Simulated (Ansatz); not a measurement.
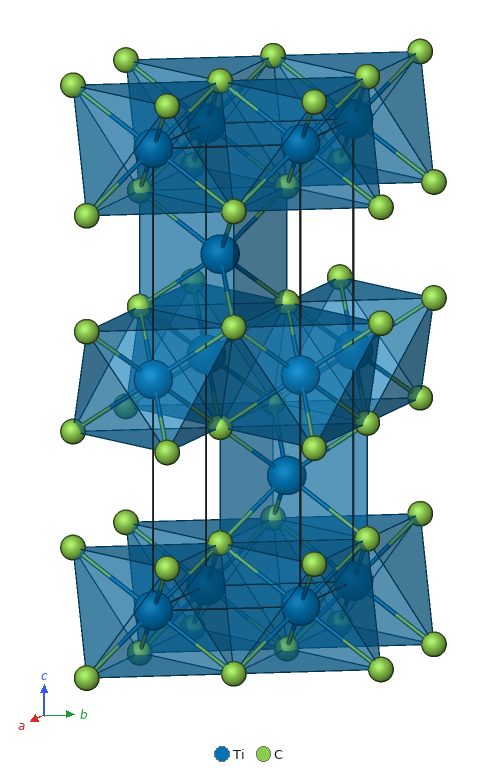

A polyhedral rendering, viewed slightly off an axis. The outline marks the conventional unit cell. Some atoms of the next cells are drawn as well. Cell: a = 3.10 Å, b = 3.10 Å, c = 9.78 Å, α = 90.00°, β = 90.00°, γ = 120.00°.

The structure comes from a structure type filled with these elements by a generator (whether the compound takes this form wasn't checked). Earlier steps of the study may have refined or changed the cell and positions. A calculation with Ansatz used it as input.

### Characterise what is shown.

The material is TiC. The lattice is primitive hexagonal and the space group P6_3/mmc (No. 194). It has 8 atoms to the cell (4 Ti, 4 C). Around each Ti lie six C at about 2.2 Å. The neighbours of C are six Ti in an octahedral arrangement at about 2.2 Å. Not all metal-metal contacts are counted. The bonds build a three-dimensional framework.

Theory: Ansatz 0.2.0, DFT PBE, scalar-relativistic, plane waves, PAW. Numerical settings: plane-wave cutoff 420 eV, a 12×12×4 sampling of the Brillouin zone, Gaussian smearing of 0.1 eV, no spin polarisation.

### What does the calculation say: metal or gapped?

A metal: bands cross the Fermi level.

### Predict the Bader charges.

Ti +1.64 to +1.68 e; C -1.66 e.

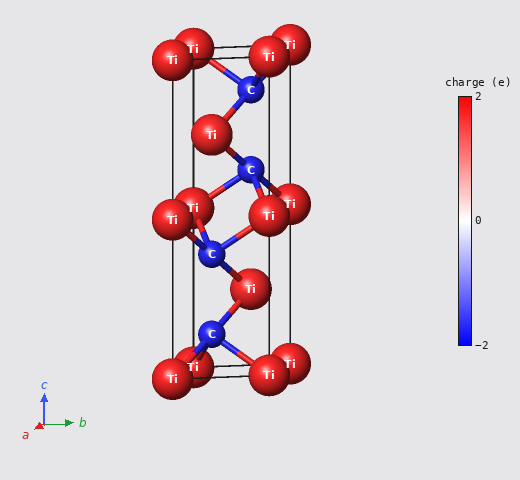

The atoms coloured by those charges. The run's cell of 8 atoms is drawn.

### Does this geometry sit at a stationary point of the energy?

Yes. All forces vanish to within 0.01 eV/Å. The pressure is 0.0 GPa, close to zero.
